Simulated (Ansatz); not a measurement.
**Ti6C: from a guess to a relaxed structure, part 1 of 2**

The task: take a trial cell of Ti6C to zero force and stress.

Computed with Ansatz 0.2.0 (DFT PBE, scalar-relativistic, plane waves, PAW, unless a step's input says otherwise).

### Step 1. Starting point

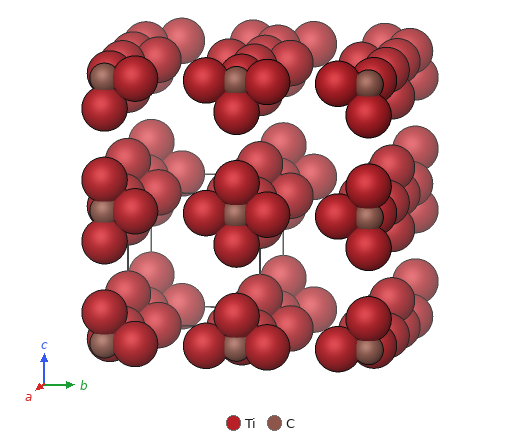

Start, viewed slightly off an axis; titanium red, carbon brown. 2×2×2 cells are drawn. Atoms on the faces are drawn again on the opposite ones.

Structure file:

```cif
data_structure
_symmetry_space_group_name_H-M 'Pm-3m'
_symmetry_Int_Tables_number 221
_cell_length_a 3.6714
_cell_length_b 3.6714
_cell_length_c 3.6714
_cell_angle_alpha 90.000
_cell_angle_beta 90.000
_cell_angle_gamma 90.000
_cell_volume 49.49
loop_
_atom_site_label
_atom_site_type_symbol
_atom_site_symmetry_multiplicity
_atom_site_Wyckoff_symbol
_atom_site_fract_x
_atom_site_fract_y
_atom_site_fract_z
_atom_site_occupancy
Ti1 Ti 6 e 0.76902 0.00000 0.00000 1
C1 C 1 a 0.00000 0.00000 0.00000 1
```

Recipe of the guess: random cell by space group and Wyckoff sites (Pm-3m, No. 221). Lengths come from tabulated atomic sizes and are only a guess.

### Step 2. The guess as it stands, on a coarse mesh

The input, input.yaml:

```yaml
crystal:
  lattice:
    - [3.67140727, 0.0, 0.0]
    - [0.0, 3.67140727, 0.0]
    - [0.0, 0.0, 3.67140727]
  atoms:
    - { symbol: Ti, position: [0.76901938, 0.0, 0.0] }
    - { symbol: Ti, position: [0.23098062, 0.0, 0.0] }
    - { symbol: Ti, position: [0.0, 0.76901938, 0.0] }
    - { symbol: Ti, position: [0.0, 0.23098062, 0.0] }
    - { symbol: Ti, position: [0.0, 0.0, 0.76901938] }
    - { symbol: Ti, position: [0.0, 0.0, 0.23098062] }
    - { symbol: C, position: [0.0, 0.0, 0.0] }
basis:
  ecutwfc: 420
kpoints:
  mp_grid: { grid: [6, 6, 6] }
hamiltonian:
  xc: pbe
scf:
  occupations: { method: gaussian, width: 0.1 }
  lower_state_search: "off"
output:
  forces: true
  stress: true
  eigenvalues: true
```

The run is started by

```bash
ansatz run input.yaml --threads 1 --pin off --max-ram 2048MiB --backend cpu --events-out ev --progress --plain --runs-dir out
```

What it wrote (excerpt; [...] marks lines left out):

```text
[...]
SCF converged after 12 iterations
Free energy (F): -14399.493441 eV
[...]
E sigma→0 (E₀):  -14399.480209 eV
Entropy (-TS):   -0.026463 eV (-3.780 meV/atom)
Fermi energy:    25.878136 eV
[...]
--- Forces (eV/Å), atoms counted from 1 ---
  atom   1  Ti  -884.79723704    -0.00000000     0.00000000
  atom   2  Ti   884.79723704     0.00000000     0.00000000
  atom   3  Ti     0.00000000  -884.79723704     0.00000000
  atom   4  Ti    -0.00000000   884.79723704     0.00000000
  atom   5  Ti     0.00000000     0.00000000  -884.79723704
  atom   6  Ti    -0.00000000     0.00000000   884.79723704
  atom   7  C      0.00000000    -0.00000000     0.00000000
[...]
--- Stress (GPa, compression-positive) ---
     4959.537702      -0.000000       0.000000
       -0.000000    4959.537702      -0.000000
        0.000000       0.000000    4959.537702
  P = ⅓ Tr σ = 4959.5377 GPa (49595.377 kbar)
--- Band table (eV; the first three rows and the last of 20) ---
[...]
```

Run time: 17 s. Hardware: 1 thread of Arm Neoverse V1, shared host; peak memory 0.33 GiB.

From the probe: pressure 4959.5 GPa, largest force 884.80 eV/Å, gap on this mesh none (metal). A guess like this is first relaxed loosely on the coarse mesh.

### Step 3. A loose first relaxation

Changes to input.yaml since step 2:

```diff
@@ -26 +26,6 @@
   eigenvalues: true
+relax:
+  adjacent_minimum: "off"
+  f_tol: 0.04
+  max_steps: 70
+  cell: { stress_tol: 0.4 }
```

The run is started by

```bash
ansatz run input.yaml --threads 1 --pin off --max-ram 2048MiB --backend cpu --events-out ev --progress --plain --runs-dir out
```

What it wrote:

```text
Warning: RAYON_NUM_THREADS=1 ignored (pool sized by the plan → 1); use --threads N
Engine: ansatz 0.2.0, aarch64-unknown-linux-gnu
Pseudopotentials: kind: paw
Pseudopotential: Ti, paw, valence charge 12, recommended cutoff 420 eV (normal), Ti.paw.azcp
Pseudopotential: C, paw, valence charge 4, recommended cutoff 420 eV (normal), C.paw.azcp
Functional definition: PBE
  parameter kappa = 0.804
  parameter beta = 0.06672455060314922
  exchange = pbe_x(kappa = kappa, mu = beta*pi^2/3)
  correlation = pbe_c(beta = beta)
Crystal: 7 atoms, lattice volume = 49.488 Å³
Basis set: ecut = 420 eV, 949 PW (Γ), exchange–correlation on 50×50×50 points (8 copies of the dense FFT grid, shifted against one another)
Bands: 46, of which v1, the nominal top of the filled ones, is band 38 counted from 1 (37 counted from 0)
Symmetry: 48 space group operations
Space group: Pm-3m (ITA 221), of the structure as read, at distance tolerance 3.7e-5 Å
k-points: 20 of 216
Non-local potential: Ti, projectors of the file, l = 0: 3, l = 1: 2, l = 2: 3, l = 3: 1
Non-local potential: C, projectors of the file, l = 0: 2, l = 1: 2, l = 2: 1
PAW form: soft (Blöchl's): semilocal exchange-correlation on the pseudo side does not see the compensation charge
PAW one-centre angular grid: Ti, 590 points (default); XC on 64 Gauss nodes
PAW one-centre angular grid: C, 110 points (default); XC on 64 Gauss nodes
Initial density: superposition of atomic densities (neutral atoms: chi_scale 0, normalization atom), corrected by the library's trained network
Initial wavefunctions: pseudopotential atomic-orbital guess
Functional: x = pbe(κ = 0.804, μ = 0.2195149727645171), c = pbe(β = 0.06672455060314922)
SCF iter   1: F=—  HF=-83881.972521 eV  |F-HF|=—  |Δ(HF+E_count)|=         —  Δρ=1.09e1  dr2=7.31e4  ethr=1.77e-3  ⟨swp⟩=33.8  Hψ=17324  notcnv=0  defer=19
preconditioner: auto → Resta (q_TF=auto, 2.931 Å⁻¹)  ε∞=1.7  [insulator: Δε(μ)=7.842 eV  Ē_g=38.096 eV  σ=0.100 eV  W_gap=1.00  n_scr=18 (ndim 8)  ℏωp=32.5 eV  f_vac=0.436  D(μ)=0.00/eV (n_scr^D=0)  ε∞_Penn≈1.7  vacuum switching on, ρ_ref=1.1e-1 e/Å³]
SCF iter   2: F=—  HF=-31926.002077 eV  |F-HF|=—  |Δ(HF+E_count)|=    5.20e4  Δρ=5.43e0  dr2=1.95e4  ethr=1.77e-3  ⟨swp⟩=8.8  Hψ=6473  notcnv=0  defer=81
preconditioner: auto → LDOS  [metal: Δε(μ)=0.017 eV  Ē_g=32.615 eV  σ=0.100 eV  W_gap=0.10  n_scr=18 (ndim 8)  ℏωp=37.3 eV  f_vac=0.345  D(μ)=17.02/eV (n_scr^D=436)  β→1.0]
SCF iter   3: F=—  HF=-15087.125879 eV  |F-HF|=—  |Δ(HF+E_count)|=    1.68e4  Δρ=2.58e0  dr2=2.10e3  ethr=1.77e-3  ⟨swp⟩=22.0  Hψ=16072  notcnv=0  defer=71
SCF iter   4: F=—  HF=-14652.688607 eV  |F-HF|=—  |Δ(HF+E_count)|=    4.34e2  Δρ=7.35e-1  dr2=5.48e2  ethr=1.77e-3  ⟨swp⟩=17.7  Hψ=12850  notcnv=0  defer=53
SCF iter   5: F=—  HF=-14414.713737 eV  |F-HF|=—  |Δ(HF+E_count)|=    2.38e2  Δρ=4.33e-1  dr2=4.78e1  ethr=1.77e-3  ⟨swp⟩=12.2  Hψ=5430  notcnv=0  defer=47
SCF iter   6: F=—  HF=-14406.670936 eV  |F-HF|=—  |Δ(HF+E_count)|=    8.04e0  Δρ=2.27e-1  dr2=3.97e1  ethr=1.77e-3  ⟨swp⟩=9.0  Hψ=3919  notcnv=0  defer=52
SCF iter   7: F=—  HF=-14399.841628 eV  |F-HF|=—  |Δ(HF+E_count)|=    6.83e0  Δρ=5.49e-2  dr2=1.10e0  ethr=1.77e-3  ⟨swp⟩=8.7  Hψ=2997  notcnv=0  defer=36
SCF iter   8: F=—  HF=-14399.544934 eV  |F-HF|=—  |Δ(HF+E_count)|=   2.97e-1  Δρ=1.54e-2  dr2=1.94e-1  ethr=1.45e-3  ⟨swp⟩=7.0  Hψ=2423  notcnv=0  defer=34
SCF iter   9: F=—  HF=-14399.498545 eV  |F-HF|=—  |Δ(HF+E_count)|=   4.64e-2  Δρ=4.67e-3  dr2=2.07e-2  ethr=2.55e-4  ⟨swp⟩=3.5  Hψ=1333  notcnv=0  defer=31
SCF iter  10: F=—  HF=-14399.493205 eV  |F-HF|=—  |Δ(HF+E_count)|=   5.34e-3  Δρ=5.27e-4  dr2=9.09e-5  ethr=2.72e-5  ⟨swp⟩=2.9  Hψ=1403  notcnv=0  defer=31
SCF iter  11: F=—  HF=-14399.493440 eV  |F-HF|=—  |Δ(HF+E_count)|=   2.35e-4  Δρ=9.14e-5  dr2=1.95e-6  ethr=1.20e-7  ⟨swp⟩=4.2  Hψ=2537  notcnv=0  defer=31
SCF iter  12: F=-14399.493441 eV  HF=-14399.493441 eV  |F-HF|=1.49e-8  |Δ(HF+E_count)|=   5.64e-7  Δρ=1.27e-5  dr2=6.96e-8  ethr=1.32e-10  ⟨swp⟩=34.5  Hψ=14312  notcnv=0
SCF 1 converged in 12 iterations: F = -14399.493441 eV  dr2 = 6.96e-8
relax step   1: F+E_penalty+E_count = -14399.49344088 eV  Δ(F+E_penalty+E_count) = +0.000e0 eV  max|allowed force component| = 8.848e2 eV/Å  Δτ_max = 0.0000 Å  P = +4959.538 GPa  Ω = 49.488 Å³  (12 SCF iters, dr2 threshold 1.00e-7 eV, accepted)
[... from here on, the SCF cycles and remarks between the steps are left out ...]
relax step   2: F+E_penalty+E_count = -14978.24982075 eV  Δ(F+E_penalty+E_count) = -5.788e2 eV  max|allowed force component| = 1.650e2 eV/Å  Δτ_max = 0.1951 Å  P = +1429.614 GPa  Ω = 53.496 Å³  energy of the carried Pulay correction = -9.455e-1 eV  (9 SCF iters, dr2 threshold 7.00e-7 eV, accepted)
relax step   3: F+E_penalty+E_count = -15048.17036411 eV  Δ(F+E_penalty+E_count) = -6.992e1 eV  max|allowed force component| = 1.087e2 eV/Å  Δτ_max = 0.0164 Å  P = +921.955 GPa  Ω = 61.534 Å³  energy of the carried Pulay correction = -2.637e0 eV  (10 SCF iters, dr2 threshold 7.00e-7 eV, accepted)
relax step   4: F+E_penalty+E_count = -15110.89434683 eV  Δ(F+E_penalty+E_count) = -6.272e1 eV  max|allowed force component| = 5.727e1 eV/Å  Δτ_max = 0.0468 Å  P = +568.225 GPa  Ω = 70.278 Å³  energy of the carried Pulay correction = -4.224e0 eV  (8 SCF iters, dr2 threshold 7.00e-7 eV, accepted)
relax step   5: F+E_penalty+E_count = -15150.54482053 eV  Δ(F+E_penalty+E_count) = -3.965e1 eV  max|allowed force component| = 2.554e1 eV/Å  Δτ_max = 0.0498 Å  P = +376.014 GPa  Ω = 79.813 Å³  energy of the carried Pulay correction = -5.716e0 eV  (8 SCF iters, dr2 threshold 7.00e-7 eV, accepted)
relax step   6: F+E_penalty+E_count = -15174.54184365 eV  Δ(F+E_penalty+E_count) = -2.400e1 eV  max|allowed force component| = 9.369e0 eV/Å  Δτ_max = 0.0375 Å  P = +260.768 GPa  Ω = 90.449 Å³  energy of the carried Pulay correction = -7.150e0 eV  (8 SCF iters, dr2 threshold 7.00e-7 eV, accepted)
relax step   7: F+E_penalty+E_count = -15189.12232535 eV  Δ(F+E_penalty+E_count) = -1.458e1 eV  max|allowed force component| = 1.578e0 eV/Å  Δτ_max = 0.0228 Å  P = +164.673 GPa  Ω = 101.828 Å³  energy of the carried Pulay correction = -8.473e0 eV  (8 SCF iters, dr2 threshold 7.00e-7 eV, accepted)
relax step   8: F+E_penalty+E_count = -15197.05367255 eV  Δ(F+E_penalty+E_count) = -7.931e0 eV  max|allowed force component| = 2.392e0 eV/Å  Δτ_max = 0.0013 Å  P = +78.191 GPa  Ω = 114.068 Å³  energy of the carried Pulay correction = -9.703e0 eV  (8 SCF iters, dr2 threshold 7.00e-7 eV, accepted)
relax step   9: F+E_penalty+E_count = -15199.33278501 eV  Δ(F+E_penalty+E_count) = -2.279e0 eV  max|allowed force component| = 1.374e-1 eV/Å  Δτ_max = 0.0120 Å  P = +5.144 GPa  Ω = 127.280 Å³  energy of the carried Pulay correction = -1.085e1 eV  (8 SCF iters, dr2 threshold 7.00e-7 eV, accepted)
relax step  10: F+E_penalty+E_count = -15199.26746691 eV  Δ(F+E_penalty+E_count) = +6.532e-2 eV  max|allowed force component| = 7.868e-2 eV/Å  Δτ_max = 0.0000 Å  P = +0.098 GPa  Ω = 128.295 Å³  energy of the carried Pulay correction = -1.094e1 eV  (7 SCF iters, dr2 threshold 7.00e-7 eV, accepted)
relax step  11: F+E_penalty+E_count = -15199.26614327 eV  Δ(F+E_penalty+E_count) = +1.324e-3 eV  max|allowed force component| = 3.502e-2 eV/Å  Δτ_max = 0.0002 Å  P = +0.002 GPa  Ω = 128.313 Å³  energy of the carried Pulay correction = -1.094e1 eV  (4 SCF iters, dr2 threshold 3.87e-7 eV, accepted)
relax step  12: F+E_penalty+E_count = -15215.99887093 eV  Δ(F+E_penalty+E_count) = -1.673e1 eV  max|allowed force component| = 1.642e-1 eV/Å  Δτ_max = 0.0000 Å  P = +90.814 GPa  Ω = 128.313 Å³  stress off target by 9.08e1 GPa  SCF on the basis re-selected at this cell (its energy is not comparable with the rows above)  (10 SCF iters)
relax step  13: F+E_penalty+E_count = -15222.75730235 eV  Δ(F+E_penalty+E_count) = -6.758e0 eV  max|allowed force component| = 2.687e-1 eV/Å  Δτ_max = 0.0012 Å  P = +60.584 GPa  Ω = 142.839 Å³  energy of the carried Pulay correction = -1.206e-2 eV  (8 SCF iters, dr2 threshold 7.00e-7 eV, accepted)
relax step  14: F+E_penalty+E_count = -15227.52188850 eV  Δ(F+E_penalty+E_count) = -4.765e0 eV  max|allowed force component| = 3.098e-1 eV/Å  Δτ_max = 0.0025 Å  P = +38.928 GPa  Ω = 158.422 Å³  energy of the carried Pulay correction = -2.511e-2 eV  (9 SCF iters, dr2 threshold 7.00e-7 eV, accepted)
relax step  15: F+E_penalty+E_count = -15230.62946367 eV  Δ(F+E_penalty+E_count) = -3.108e0 eV  max|allowed force component| = 2.656e-1 eV/Å  Δτ_max = 0.0038 Å  P = +23.342 GPa  Ω = 174.668 Å³  energy of the carried Pulay correction = -3.868e-2 eV  (8 SCF iters, dr2 threshold 7.00e-7 eV, accepted)
relax step  16: F+E_penalty+E_count = -15232.46790390 eV  Δ(F+E_penalty+E_count) = -1.838e0 eV  max|allowed force component| = 3.388e-1 eV/Å  Δτ_max = 0.0047 Å  P = +11.279 GPa  Ω = 191.988 Å³  energy of the carried Pulay correction = -5.295e-2 eV  (9 SCF iters, dr2 threshold 7.00e-7 eV, accepted)
relax step  17: F+E_penalty+E_count = -15233.20771576 eV  Δ(F+E_penalty+E_count) = -7.398e-1 eV  max|allowed force component| = 2.278e-3 eV/Å  Δτ_max = 0.0139 Å  P = +1.607 GPa  Ω = 210.905 Å³  energy of the carried Pulay correction = -6.821e-2 eV  (10 SCF iters, dr2 threshold 7.00e-7 eV, accepted)
relax step  18: F+E_penalty+E_count = -15233.22235296 eV  Δ(F+E_penalty+E_count) = -1.464e-2 eV  max|allowed force component| = 1.670e-2 eV/Å  Δτ_max = 0.0024 Å  P = -0.003 GPa  Ω = 214.462 Å³  energy of the carried Pulay correction = -7.103e-2 eV  (8 SCF iters, dr2 threshold 7.00e-7 eV, accepted)
relax step  19: F+E_penalty+E_count = -15234.12677792 eV  Δ(F+E_penalty+E_count) = -9.044e-1 eV  max|allowed force component| = 2.287e-1 eV/Å  Δτ_max = 0.0000 Å  P = +5.930 GPa  Ω = 214.462 Å³  stress off target by 5.93e0 GPa  SCF on the basis re-selected at this cell (its energy is not comparable with the rows above)  (9 SCF iters)
relax step  20: F+E_penalty+E_count = -15234.46531885 eV  Δ(F+E_penalty+E_count) = -3.385e-1 eV  max|allowed force component| = 1.036e-1 eV/Å  Δτ_max = 0.0056 Å  P = +2.537 GPa  Ω = 228.087 Å³  energy of the carried Pulay correction = -5.227e-3 eV  (8 SCF iters, dr2 threshold 7.00e-7 eV, accepted)
relax step  21: F+E_penalty+E_count = -15234.54918417 eV  Δ(F+E_penalty+E_count) = -8.387e-2 eV  max|allowed force component| = 6.354e-2 eV/Å  Δτ_max = 0.0085 Å  P = -0.451 GPa  Ω = 244.862 Å³  energy of the carried Pulay correction = -1.549e-2 eV  (8 SCF iters, dr2 threshold 7.00e-7 eV, accepted)
relax step  22: F+E_penalty+E_count = -15234.55687168 eV  Δ(F+E_penalty+E_count) = -7.688e-3 eV  max|allowed force component| = 2.957e-2 eV/Å  Δτ_max = 0.0034 Å  P = +0.011 GPa  Ω = 241.358 Å³  energy of the carried Pulay correction = -1.326e-2 eV  (7 SCF iters, dr2 threshold 5.09e-7 eV, accepted)
relax step  23: F+E_penalty+E_count = -15234.56652074 eV  Δ(F+E_penalty+E_count) = -9.649e-3 eV  max|allowed force component| = 3.074e-2 eV/Å  Δτ_max = 0.0000 Å  P = -0.007 GPa  Ω = 241.358 Å³  stress off target by 6.90e-3 GPa  SCF on the basis re-selected at this cell (its energy is not comparable with the rows above)  (7 SCF iters)
basis re-selected at this cell: Δ(F+E_penalty+E_count) = -9.649e-3 eV, ΔP = -0.018 GPa vs the last step (what re-selecting the basis moved, of the pressure what is left beyond the Pulay correction that the steps carried, after the strain that the cell walked since its last selection, with what the two solves' SCF thresholds leave and, on support functions, any second-order correction that the steps lacked; it is no measure of the basis error at this ecutwfc). This SCF's stress stands 6.90e-3 GPa from its target on what of the cell is left free (relax.cell.stress_tol is 4.00e-1 GPa) and its largest allowed force component is 3.07e-2 eV/Å (relax.f_tol is 4.00e-2 eV/Å): within both
SCF converged after 7 iterations
Free energy (F): -15234.566521 eV
Harris-Foulkes:  -15234.566521 eV  (|F-HF|=2.55e-9)
Internal energy: -15234.481860 eV  (E = F + TS)
E sigma→0 (E₀):  -15234.524190 eV
Entropy (-TS):   -0.084661 eV (-12.094 meV/atom)
Fermi energy:    3.940562 eV
--- Per-component energies (eV) ---
  E_band       = -1600.436854
  E_kinetic    = 1747.405741
  E_local      = -11721.965220  (includes V_loc(G=0)·N_el)
  E_nonlocal   = 102.918039
  E_hartree    = 5056.912912
  E_xc         = -625.604937
  E_vxc        = -781.512862  (∫ρ·V_xc dr)
  E_paw        = -6403.313659  (= ΣΔE_a)
  E_vpaw       = -1061.113818  (= ΣTr[D̂ρ^β])
  E_aug_tail   = 0.000846  (compensation charges beyond the density's cutoff)
  E_ewald      = -3390.835583
  E_smearing   = -0.084661  (= −TS)
  E_closure    = -0.000000  (closes the sum)
  Σ components = -15234.566521   (vs F -15234.566521, Δ=0.00e0)
--- Forces (eV/Å), atoms counted from 1 ---
  atom   1  Ti    -0.03074236    -0.00000000    -0.00000000
  atom   2  Ti     0.03074236     0.00000000     0.00000000
  atom   3  Ti     0.00000000    -0.03074236     0.00000000
  atom   4  Ti    -0.00000000     0.03074236    -0.00000000
  atom   5  Ti     0.00000000    -0.00000000    -0.03074236
  atom   6  Ti    -0.00000000     0.00000000     0.03074236
  atom   7  C     -0.00000000    -0.00000000    -0.00000000
  max |Σ_I F_I| component: 2.08e-17 eV/Å
--- Stress (GPa, compression-positive) ---
       -0.006898       0.000000       0.000000
        0.000000      -0.006898       0.000000
        0.000000       0.000000      -0.006898
  P = ⅓ Tr σ = -0.0069 GPa (-0.069 kbar)
--- Band table (eV; the first three rows and the last of 20) ---
  k-point 0: bands = ["-52.8040", "-52.7713", "-52.7713", "-51.6848", "-51.6848", "-51.6848", "-30.3117", "-30.0857", "-30.0857", "-29.0194", "-29.0194", "-29.0194", "-28.9927", "-28.9927", "-28.9927", "-28.4213", "-28.4213", "-28.4213", "-28.2905", "-28.2905", "-28.2905", "-26.4855", "-26.4855", "-26.4855", "-6.4996", "0.5794", "0.5794", "0.5794", "1.2252", "3.2195", "3.2195", "3.4706", "3.4706", "3.4706", "4.0069", "4.0069", "4.0069", "4.1008", "4.1008", "4.1008", "4.5852", "4.5852", "4.9579", "5.4289", "5.4289", "5.4289"]
[... 3 lines left out ...]
--- Relaxed structure (20 steps of the walk, 20 accepted, 3 SCFs on fresh bases) ---
  F+E_penalty+E_count = -15234.56652074 eV   max|allowed force component| = 3.074e-2 eV/Å   (the final SCF, on the basis selected at the relaxed cell)
  cell:  # Å, volume = 241.3584 Å³
    - [6.226167874512559, 1.765435782354966e-33, -2.567906592516314e-33]
    - [-1.8938311119807827e-33, 6.226167874512559, -1.79753461476142e-33]
    - [-2.9530925813937624e-33, -1.79753461476142e-33, 6.226167874512559]
  atoms:
    - { symbol: Ti, position: [0.6543651588880062, 1.4304063501450424e-19, 4.0380964520684387e-19] }
    - { symbol: Ti, position: [0.3456348411119936, 1.430406350145047e-19, 4.038096452068433e-19] }
    - { symbol: Ti, position: [2.643417302005362e-18, 0.6543651588880062, 4.0380964520684387e-19] }
    - { symbol: Ti, position: [2.6434173020053626e-18, 0.34563484111199366, 4.0380964520684334e-19] }
    - { symbol: Ti, position: [2.643417302005362e-18, 1.4304063501450367e-19, 0.6543651588880062] }
    - { symbol: Ti, position: [2.643417302005362e-18, 1.430406350145037e-19, 0.34563484111199366] }
    - { symbol: C, position: [2.643417302005362e-18, 1.4304063501450393e-19, 4.0380964520684353e-19] }
```

Run time: 3.8 min. Hardware: 1 thread of Arm Neoverse V1, shared host; peak memory 0.5 GiB.

Relaxation path:

```
step  E - E(step 1) (eV/cell)  largest force component (eV/Å)  pressure (GPa)  volume (Å³)
   1                   0.0000                        884.7972         4959.54        49.49
   2                -578.7564                        164.9515         1429.61        53.50
   3                -648.6769                        108.7310          921.96        61.53
   4                -711.4009                         57.2733          568.23        70.28
   5                -751.0514                         25.5384          376.01        79.81
   6                -775.0484                          9.3693          260.77        90.45
   7                -789.6289                          1.5777          164.67       101.83
   8                -797.5602                          2.3921           78.19       114.07
   9                -799.8393                          0.1374            5.14       127.28
  10                -799.7740                          0.0787            0.10       128.30
  11                -799.7727                          0.0350            0.00       128.31
  12                -816.5054                          0.1642           90.81       128.31
  13                -823.2639                          0.2687           60.58       142.84
  14                -828.0284                          0.3098           38.93       158.42
  15                -831.1360                          0.2656           23.34       174.67
  16                -832.9745                          0.3388           11.28       191.99
  17                -833.7143                          0.0023            1.61       210.91
  18                -833.7289                          0.0167            0.00       214.46
  19                -834.6333                          0.2287            5.93       214.46
  20                -834.9719                          0.1036            2.54       228.09
  21                -835.0557                          0.0635           -0.45       244.86
  22                -835.0634                          0.0296            0.01       241.36
  23                -835.0731                          0.0307           -0.01       241.36
```

Step 1 is the start. Steps 12, 19, 23 each repeat the geometry before them on a plane-wave basis chosen anew, so the energy can jump there without any move. The walk judges its steps with a correction for the finite basis (Pulay term) that this column leaves out, so accepted steps can climb here and lower ones be refused.

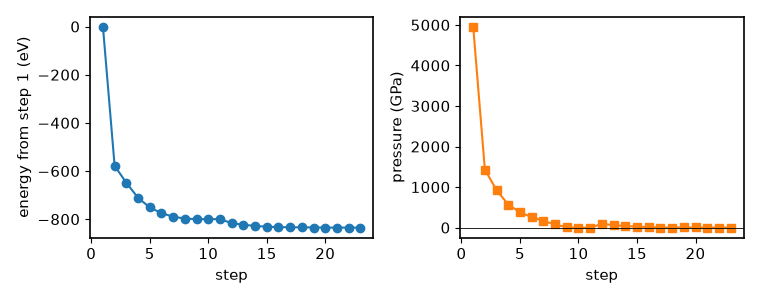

Energy and pressure along the relaxation.

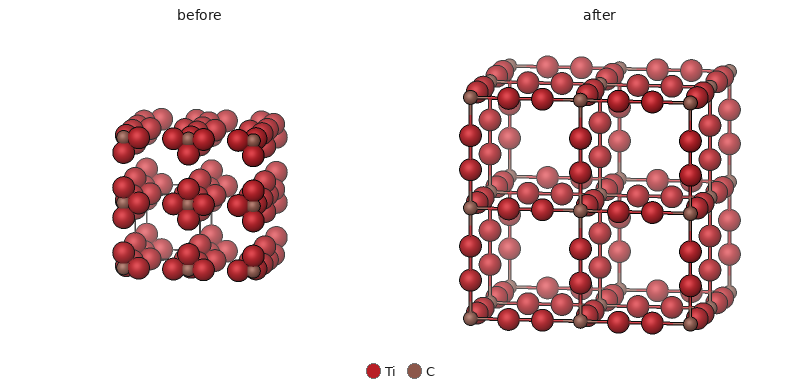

Before and after, at one scale.

|  | before | after | change |
| --- | --- | --- | --- |
| a (Å) | 3.671 | 6.226 | +69.6 % |
| b (Å) | 3.671 | 6.226 | +69.6 % |
| c (Å) | 3.671 | 6.226 | +69.6 % |
| volume (Å³/atom) | 7.07 | 34.48 | +387.7 % |
| shortest distance (Å) | 0.848 | 1.922 | +126.7 % |
| space group (0.01 Å) | Pm-3m | Pm-3m | same |

The run keeps the 48 symmetry operations of the start, so it could not have lowered the symmetry.

(Continued in part 2 of 2.)
